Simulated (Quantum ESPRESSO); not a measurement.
Run report: W, single-point calculation

The run: single-point calculation of W (Im-3m, 1 atom in the cell). Method and program: Kohn-Sham DFT of a periodic cell, r2SCAN, SG15 PBE 1.2, no spin polarisation (Quantum ESPRESSO 7.5).

The structure derives from an entry of the Crystallography Open Database. The volume is scaled by 1.02.

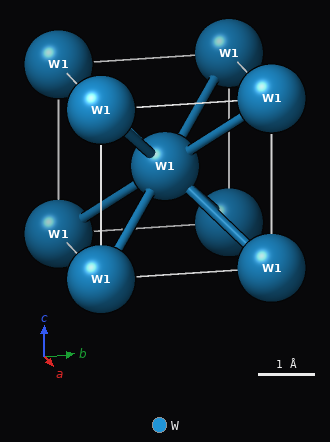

Fig. 1: The structure (ball-and-stick view of the cell 2 times as large as that of the calculation, set on its symmetry axes, seen slightly off an axis; atoms are numbered from 1 in the order of the input).

## Input
```
&CONTROL
  calculation = 'scf'
  prefix = 'pwscf'
  outdir = './tmp'
  pseudo_dir = './pseudo'
  tprnfor = .true.
  tstress = .true.
  disk_io = 'nowf'
/
&SYSTEM
  ibrav = 0
  nat = 1
  ntyp = 1
  ecutwfc = 75
  nbnd = 21
  input_dft = 'r2scan'
  occupations = 'smearing'
  smearing = 'fd'
  degauss = 0.00367493
  nosym = .true.
  nr1 = 32
  nr2 = 32
  nr3 = 32
/
&ELECTRONS
  conv_thr = 1d-08
  electron_maxstep = 120
  mixing_beta = 0.5
/
ATOMIC_SPECIES
W    183.8400 W_ONCV_PBE-1.2.upf
CELL_PARAMETERS angstrom
  -1.5928244114    1.5928244114    1.5928244114
   1.5928244114   -1.5928244114    1.5928244114
   1.5928244114    1.5928244114   -1.5928244114
ATOMIC_POSITIONS crystal
W      0.0000000000    0.0000000000    0.0000000000
K_POINTS automatic
9 9 9 0 0 0
```

Machine: 2 threads of Arm Neoverse V2, 24 GiB of memory available, shared host.

Launch command:
```bash
OMP_NUM_THREADS=1 mpirun -n 2 pw.x -nk 2 -in pw.in > pw.out
```

## The program's output
```
This program is part of the open-source Quantum ESPRESSO suite
     for quantum simulation of materials; please cite
         "P. Giannozzi et al., J. Phys.:Condens. Matter 21 395502 (2009);
         "P. Giannozzi et al., J. Phys.:Condens. Matter 29 465901 (2017);
         "P. Giannozzi et al., J. Chem. Phys. 152 154105 (2020);
          URL
     in publications or presentations arising from this work. More details at

     IMPORTANT: XC functional enforced from input :
     Exchange-correlation= R2SCAN
                           (   0   0   0   0   0 497 498)
     Any further DFT definition will be discarded
     Please, verify this is what you really want

     K-points division:     npool     =       2
     Subspace diagonalization in iterative solution of the eigenvalue problem:
     a serial algorithm will be used

     G-vector sticks info
     --------------------
     sticks:   dense  smooth     PW     G-vecs:    dense   smooth      PW
     Sum         619     619    217                 9597     9597    1985

     Using Slab Decomposition

     bravais-lattice index     =            0
     lattice parameter (alat)  =       5.2135  a.u.
     unit-cell volume          =     109.0838 (a.u.)^3
     number of atoms/cell      =            1
     number of atomic types    =            1
     number of electrons       =        28.00
     number of Kohn-Sham states=           21
     kinetic-energy cutoff     =      75.0000  Ry
     charge density cutoff     =     300.0000  Ry
     scf convergence threshold =      1.0E-08
     mixing beta               =       0.5000
     number of iterations used =            8  plain     mixing
     Exchange-correlation= R2SCAN
                           (   0   0   0   0   0 497 498)

     celldm(1)=   5.213476  celldm(2)=   0.000000  celldm(3)=   0.000000
     celldm(4)=   0.000000  celldm(5)=   0.000000  celldm(6)=   0.000000

     crystal axes: (cart. coord. in units of alat)
               a(1) = (  -0.577350   0.577350   0.577350 )
               a(2) = (   0.577350  -0.577350   0.577350 )
               a(3) = (   0.577350   0.577350  -0.577350 )

     reciprocal axes: (cart. coord. in units 2 pi/alat)
               b(1) = ( -0.000000  0.866025  0.866025 )
               b(2) = (  0.866025 -0.000000  0.866025 )
               b(3) = (  0.866025  0.866025  0.000000 )

     PseudoPot. # 1 for W  read from file:
     W_ONCV_PBE-1.2.upf
     Pseudo is Norm-conserving, Zval = 28.0
     Generated using ONCVPSP code by D. R. Hamann
     Using radial grid of  602 points,  8 beta functions with:
                l(1) =   0
                l(2) =   0
                l(3) =   1
                l(4) =   1
                l(5) =   2
                l(6) =   2
                l(7) =   3
                l(8) =   3

     atomic species   valence    mass     pseudopotential
     W                28.00   183.84000     W ( 1.00)

     No symmetry found

   Cartesian axes

     site n.     atom                  positions (alat units)
         1        W      tau(   1) = (   0.0000000   0.0000000   0.0000000  )

     number of k points=   365  Fermi-Dirac smearing, width (Ry)=  0.0037

     Number of k-points >= 100: set verbosity='high' to print them.

     Dense  grid:     9597 G-vectors     FFT dimensions: (  32,  32,  32)

     WARNING: libxc functional with ID  497 depends
      on external parameters: check the user_guide of
      QE if you need to modify them or to check their
      default values.

     WARNING: libxc functional with ID  498 depends
      on external parameters: check the user_guide of
      QE if you need to modify them or to check their
      default values.

     Initial potential from superposition of free atoms

     starting charge      27.9330, renormalised to      28.0000
     Starting wfcs are random

     Self-consistent Calculation

     iteration #  1     ecut=    75.00 Ry     beta= 0.50
     Davidson diagonalization with overlap
     ethr =  1.00E-02,  avg # of iterations =  8.3

     total energy              =    -542.57102976 Ry
     estimated scf accuracy    <      48.40565374 Ry

     iteration #  2     ecut=    75.00 Ry     beta= 0.50
     Davidson diagonalization with overlap
     ethr =  1.00E-02,  avg # of iterations =  1.0

     total energy              =    -542.79168498 Ry
     estimated scf accuracy    <      14.43715707 Ry

     iteration #  3     ecut=    75.00 Ry     beta= 0.50
     Davidson diagonalization with overlap
     ethr =  1.00E-02,  avg # of iterations =  1.0

     total energy              =    -542.80107632 Ry
     estimated scf accuracy    <       0.06396298 Ry

     iteration #  4     ecut=    75.00 Ry     beta= 0.50
     Davidson diagonalization with overlap
     ethr =  2.28E-04,  avg # of iterations =  1.2

     total energy              =    -542.80161668 Ry
     estimated scf accuracy    <       0.00151588 Ry

     iteration #  5     ecut=    75.00 Ry     beta= 0.50
     Davidson diagonalization with overlap
     ethr =  5.41E-06,  avg # of iterations =  2.6

     total energy              =    -542.80163403 Ry
     estimated scf accuracy    <       0.00007186 Ry

     iteration #  6     ecut=    75.00 Ry     beta= 0.50
     Davidson diagonalization with overlap
     ethr =  2.57E-07,  avg # of iterations =  1.1

     total energy              =    -542.80163679 Ry
     estimated scf accuracy    <       0.00002319 Ry

     iteration #  7     ecut=    75.00 Ry     beta= 0.50
     Davidson diagonalization with overlap
     ethr =  8.28E-08,  avg # of iterations =  1.0

     total energy              =    -542.80163700 Ry
     estimated scf accuracy    <       0.00000022 Ry

     iteration #  8     ecut=    75.00 Ry     beta= 0.50
     Davidson diagonalization with overlap
     ethr =  7.94E-10,  avg # of iterations =  2.0

     total energy              =    -542.80163701 Ry
     estimated scf accuracy    <       0.00000001 Ry

     iteration #  9     ecut=    75.00 Ry     beta= 0.50
     Davidson diagonalization with overlap
     ethr =  3.90E-11,  avg # of iterations =  1.8

     End of self-consistent calculation

     Number of k-points >= 100: set verbosity='high' to print the bands.

     the Fermi energy is    34.1802 ev

!    total energy              =    -542.80163701 Ry
     estimated scf accuracy    <          7.2E-09 Ry
     smearing contrib. (-TS)   =      -0.00057736 Ry
     internal energy E=F+TS    =    -542.80105965 Ry

     The total energy is F=E-TS. E is the sum of the following terms:
     one-electron contribution =    -123.97934066 Ry
     hartree contribution      =      96.62660811 Ry
     xc contribution           =     -41.50194482 Ry
     ewald contribution        =    -473.94638229 Ry

     convergence has been achieved in   9 iterations

     Forces acting on atoms (cartesian axes, Ry/au):

     atom    1 type  1   force =     0.00000000    0.00000000    0.00000000

     Total force =     0.000000     Total SCF correction =     0.000011

     Computing stress (Cartesian axis) and pressure

          total   stress  (Ry/bohr**3)                   (kbar)     P=     -169.47
  -0.00115203   0.00000000  -0.00000000         -169.47        0.00       -0.00
   0.00000000  -0.00115203   0.00000000            0.00     -169.47        0.00
  -0.00000000   0.00000000  -0.00115203           -0.00        0.00     -169.47

=------------------------------------------------------------------------------=
   JOB DONE.
=------------------------------------------------------------------------------=
```

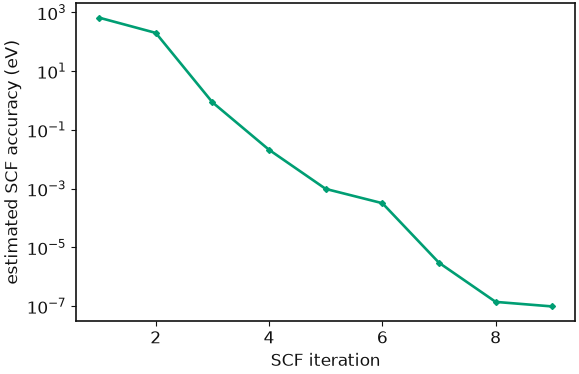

Fig. 2: Convergence of the self-consistent field: estimated SCF accuracy against the iteration. The field takes 9 iterations in all.

## Key numbers

- outcome: converged
- space group (tolerance 0.01 Å): Im-3m (229)
- electrons treated: 28
- free energy: −7385.1925 eV
- Fermi energy: 34.180 eV
- gap on the k-point mesh: none (metallic)
- pressure: −16.95 GPa
- largest force (length of the vector): under 0.001 eV/Å
- wall time: 2.4 min (CPU time 4.8 min)
- peak memory: 0.24 GiB

## Notes

Further notes kept with the run: potentials made for another functional. Points of doubt noted for this run: coarse mesh; potentials made for another functional. Spin–orbit coupling is left out, which matters for W. The cell is under a tension of 16.9 GPa at this level, so it is not at its equilibrium volume.
